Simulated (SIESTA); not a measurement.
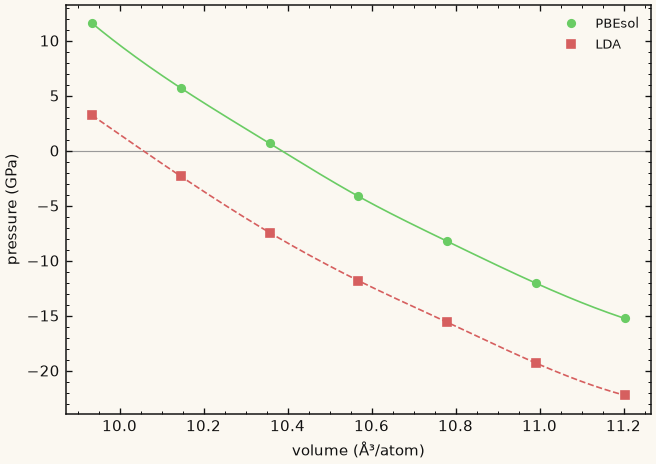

The figure shows the pressure against volume, with one curve for each functional, for Ni (space group P6_3/mmc).

Calculation (SIESTA 5.4.2): DFT in numerical atomic orbitals with pseudopotentials, collinear spins; energies at scaled volumes of the given cell, shape and fractions fixed, counted from the fit's minimum, third-order Birch-Murnaghan fit. All runs: collinear spin.

- k mesh: 9×9×5
- occupations: Fermi–Dirac
- smearing width: 0.05 eV
- potentials: PseudoDojo 0.4 standard, converted to PSML, two zetas on semicore shells

Q: Order the curves by fitted equilibrium volume, smallest first.

A: LDA 10.053, PBEsol 10.381 Å³/atom.

Q: Order the curves by fitted bulk modulus, smallest first.

A: PBEsol 237.7, LDA 265.4 GPa.

Q: For PBEsol: what does the pressure do across the range?

A: It falls from 11.58 GPa at volume 9.93 Å³/atom to −15.25 GPa at 11.20 Å³/atom, and changes sign near 10.39 Å³/atom.

Q: For LDA: how does the pressure vary with volume?

A: It falls from 3.21 GPa at volume 9.93 Å³/atom to −22.24 GPa at 11.20 Å³/atom, and changes sign near 10.06 Å³/atom.

Keep in mind: mulliken charges of long orbitals; short basis over semicore shells; shape and atomic fractions are frozen while scaling, which makes layered, chain and framework solids too stiff.
